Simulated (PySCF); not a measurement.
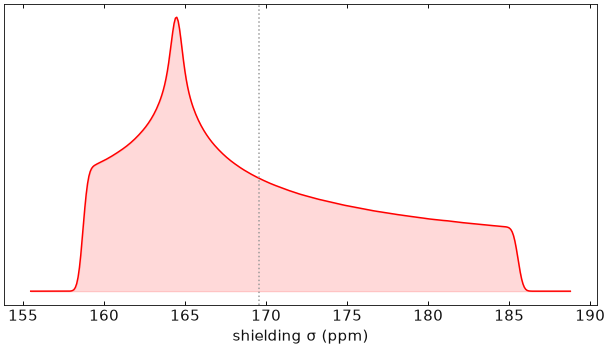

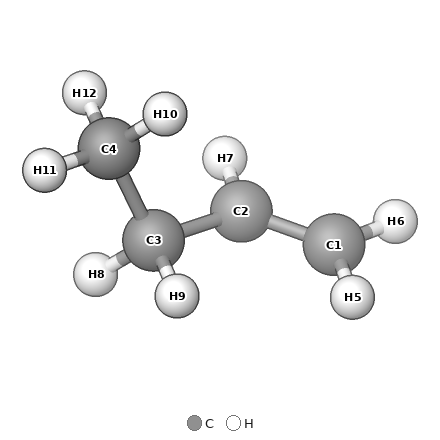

Static powder pattern (¹³C) from GIAO shielding tensors of C₄H₈, SMILES C=CCC, PBE0/pcSseg-1, PySCF 2.14.0, at a GFN2-xTB geometry (no frequency check); absolute shielding, one fixed geometry of the isolated molecule without any motion, no dipolar terms. The dotted line is the isotropic value; skew is 3(σiso − σ22)/span.

### The pattern belongs to C4. Give the principal values, span and skew.

C4: σ11, σ22, σ33 = 159, 164, 186 ppm, isotropic 170, span 27 ppm, skew 0.57.

Note: the tight-binding geometry is rougher than a DFT one and adds to the error; one conformer of a flexible molecule.
